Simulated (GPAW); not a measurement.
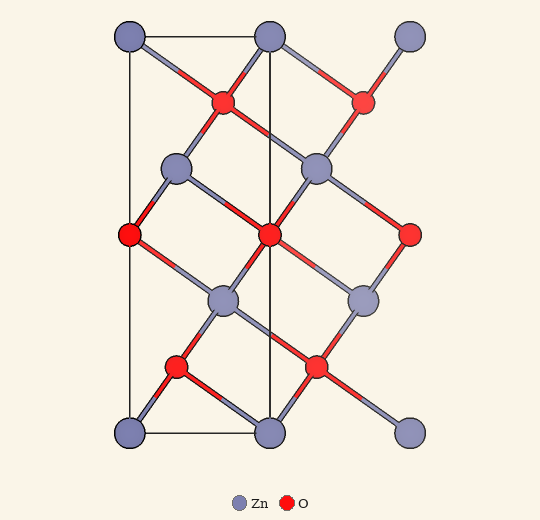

Projection along an edge of the hexagonal mesh, stacking direction [111] upwards. Every atom sits on one of the three columns of the mesh; call them A, B, C in the order in which they first turn up. The box is the hexagonal cell of the face-centred cubic lattice. The sequence starts with the first layer at or above the cell's origin.

ZnO (space group Fm-3m, No. 225). Coordinates: a cell listed in the Materials Project, as set up for an electronic-structure calculation.

Q: List the layers of one repeat.

A: Zn(A) – O(B) – Zn(C) – O(A) – Zn(B) – O(C) (six layers in 7.52 Å).

Q: How are the O layers alone stacked?

A: O layers alone: BAC, the cubic close-packed type.

Q: Which positions between or in the O layers do the other atoms fill?

A: Zn: three octahedral sites in each hexagonal cell.
